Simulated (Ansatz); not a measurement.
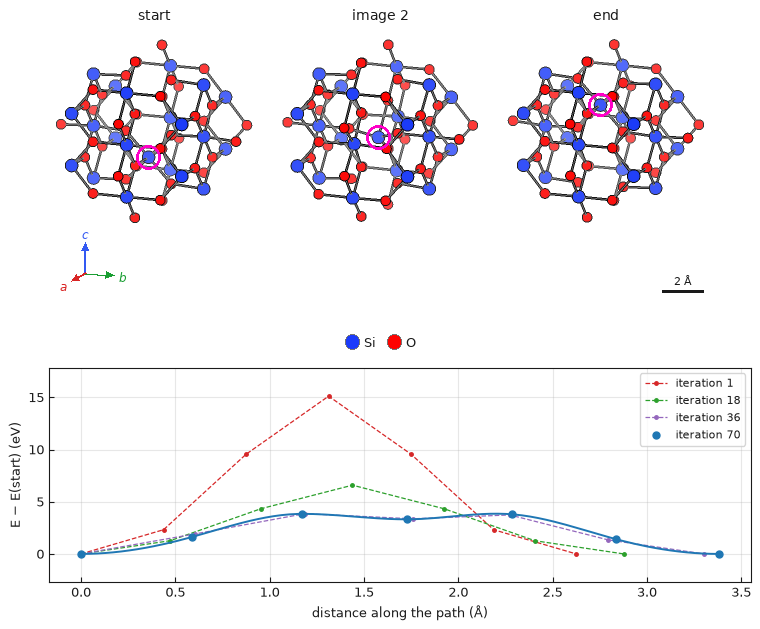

A search for the minimum-energy path of SiO$_{2}$ with a Si vacancy (23 atoms in the cell) by the nudged elastic band. Images are numbered from 0 (start) to 6 (end). The plot follows the band through its iterations. The picture is a ball-and-stick view of the atoms within 4.9 Å of the middle of the path, seen slightly off an axis. The moving atom is ringed, with any periodic copies. Bonds to atoms that aren't drawn are left out.

Computed with DFT PBE-D3(BJ), scalar-relativistic, plane waves, PAW (Ansatz). Set-up: plane-wave cutoff 420 eV; k-point mesh 2 × 2 × 3; Fermi-Dirac smearing 0.05 eV; 5 movable images; climbing image; force threshold 0.05 eV/Å; iteration limit 80; optimiser FIRE; starting path by straight interpolation.

Q: How did the profile develop, and is the result final?

A: The run is converged, with reservations. The band converged in 70 iterations. The climbing image converged on the top of the path. A check of its curvatures found one unstable direction (−13 eV/Å²), as a transition state must have. The first iteration put the highest image at 15.11 eV. The two ends have the same energy, and the highest point, image 2, lies 3.84 eV above the start. The profile has 2 maxima (images 2, 4) with a dip at image 3 (+3.31 eV), so the process runs in steps.

Limits of the set-up: the k-point mesh is coarse for a cell with partly filled bands; the periodic images lie only 5.3 Å apart, so the values are limited by the cell's size.

Cost: 18 min on 2 threads of INTEL(R) XEON(R) PLATINUM 8581C CPU @ 2.30GHz (Emerald Rapids), on a shared host, peak memory 0.97 GiB.

PAW datasets: the set soft_1.
